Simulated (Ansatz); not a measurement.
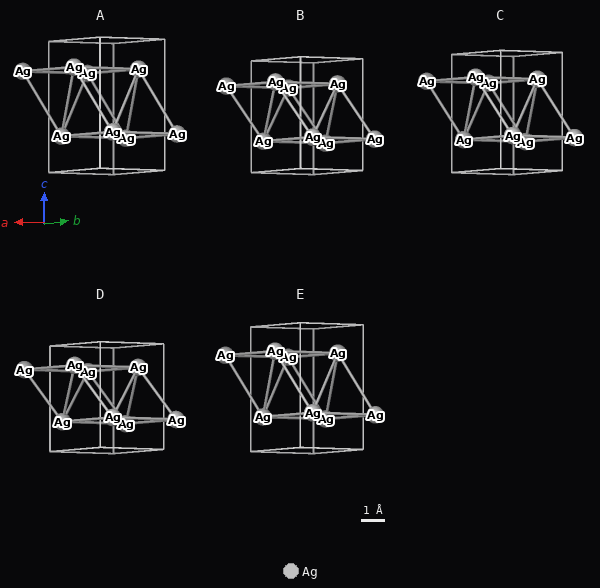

5 geometries from one relaxation of crystalline Ag (a generated structure, set up in P6_3/mmc) (coarse preliminary run), in shuffled order. A ball-and-stick model of the cell of the calculation, repeated 2 × 2 × 1 with one cell outlined, seen from a free direction.

Case: Cd → Ag on all its sites, cell and atoms relaxed.

Method: DFT PBE, scalar-relativistic, plane waves, PAW (Ansatz 0.2.0). (plane-wave cutoff 420 eV; k-point mesh 6 × 6 × 4; occupations gaussian; smearing width 0.1 eV; no spin polarisation; cell and atoms relaxed; force threshold 0.05 eV/Å; at most 60 steps)

Order the frames from highest to lowest energy.

A, E, C, B, D. They are steps 0, 1, 2, 3, 6, at +301 meV per atom, +167 meV per atom, +85.5 meV per atom, +23.2 meV per atom relative to the last. No atom moves by more than 0.005 Å relative to the cell. Cell: a = b 3.029 → 2.978 Å (−1.7 %), c 5.855 → 4.716 Å (−19.5 %). Volume −22.2 %. Near-neighbour distances that change, for instance: Ag–Ag 3.410 → 2.918 Å, Ag–Ag 3.029 → 2.978 Å. The space group stays P6_3/mmc (No. 194). After 5 accepted moves (6 points after the start) the energy has fallen by 301 meV per atom. All forces vanish by symmetry, so only the cell relaxes. Pressure: −9.38 GPa at the start and −0.28 GPa at the end. The SCF was repeated once at an unchanged geometry on a basis and grid sized afresh for the cell, which shifted the energy by 1.3 meV per atom at most. Cost: 8.4 s on 1 thread of AMD EPYC 7R43 64-Core Processor (Zen 3), on a shared host, peak memory 0.36 GiB.
